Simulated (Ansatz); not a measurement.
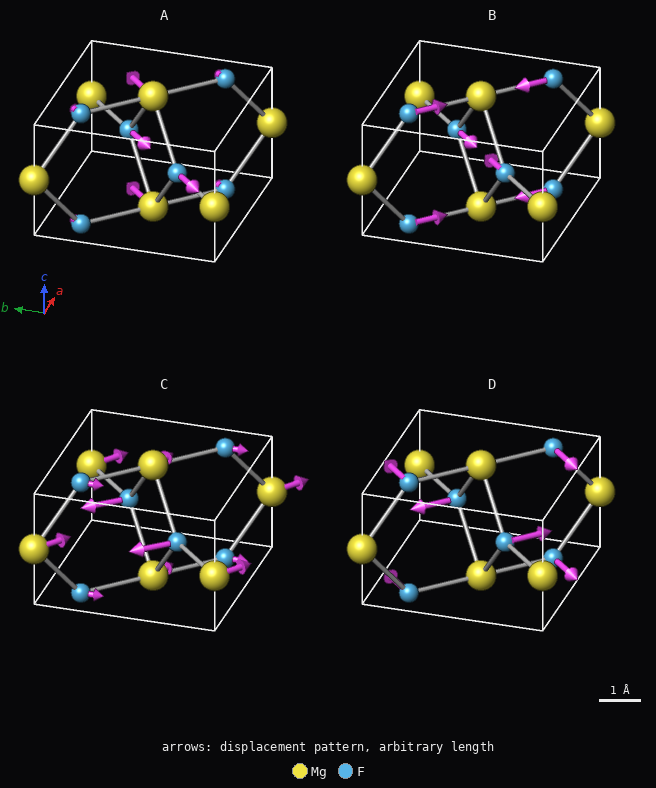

Four optical modes of crystalline MgF₂ (a generated structure) at the zone centre, in no order (one member of each degenerate set). The pink arrows give the relative displacements of the atoms. A ball-and-stick model of the cell of the calculation, seen from a free direction.

The calculation used Ansatz, DFT PBE, scalar-relativistic, plane waves, PAW. (plane-wave cutoff 420 eV; k-point mesh 6 × 6 × 8; occupations fixed; no spin polarisation)

Frequencies are those without the non-analytic (LO–TO) term.

**Order them from the lowest to the highest frequency (imaginary ones first).**

C (237 cm⁻¹), D (289 cm⁻¹), A (423 cm⁻¹), B (488 cm⁻¹). C, E_u: It mainly bends the F–Mg bonds; the kinetic energy is shared as F 70 %, Mg 30 %. D, A₂g: The Mg atoms stay at rest; atoms of one kind move against one another, with no net shift of their sublattice; the F–Mg bond lengths don't change to first order, so for these it is a bending, tilting or sliding motion. A, E_u: All motion is along [1 1 0]; the kinetic energy is shared as F 56 %, Mg 44 %. B, B₂g: The Mg atoms stay at rest; atoms of one kind move against one another, with no net shift of their sublattice; of the bonds it mainly stretches F–Mg, some lengthening while others shorten.
